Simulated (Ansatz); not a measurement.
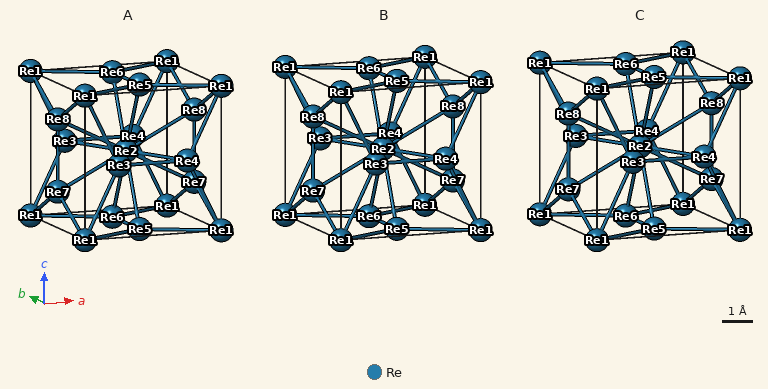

3 geometries from one relaxation of a crystal of Re (a generated structure, set up in Pm-3n), in shuffled order. A ball-and-stick model of the cell of the calculation, seen slightly off an axis.

Phase: A15.

Method: DFT, BLYP, plane waves (420 eV) with PAW, scalar-relativistic in Ansatz 0.2.0. Set-up: plane-wave cutoff 420 eV; k-point mesh 5 × 5 × 5; occupations fermi dirac; smearing width 0.1 eV; no spin polarisation; cell and atoms relaxed; force threshold 0.01 eV/Å; at most 60 steps.

Question: Put them in the order of the run, from the start to the converged end.

Answer: A, C, B. They are steps 0, 1, 5, at +81.6 meV per atom, +77.1 meV per atom relative to the last. After 4 accepted moves (5 points after the start) the energy has fallen by 81.6 meV per atom. All forces vanish by symmetry, so only the cell relaxes. Pressure: 25.90 GPa at the start and 0.01 GPa at the end. The SCF was repeated once at an unchanged geometry on a basis and grid sized afresh for the cell, which shifted the energy by 0.9 meV per atom at most. The atoms keep their places relative to the cell (all moves are under 0.005 Å). The drawn cell changes as follows: a = b = c 4.901 → 5.018 Å (+2.4 %); the volume changes by +7.3 %. Some distances before and after: Re3–Re5 3.001 → 3.073 Å, Re1–Re3 2.740 → 2.805 Å, Re3–Re4 2.450 → 2.509 Å. The space group stays Pm-3n (No. 223). The run took 9.7 s on 4 threads of Arm Neoverse V1 (shared host), peak memory 0.54 GiB.
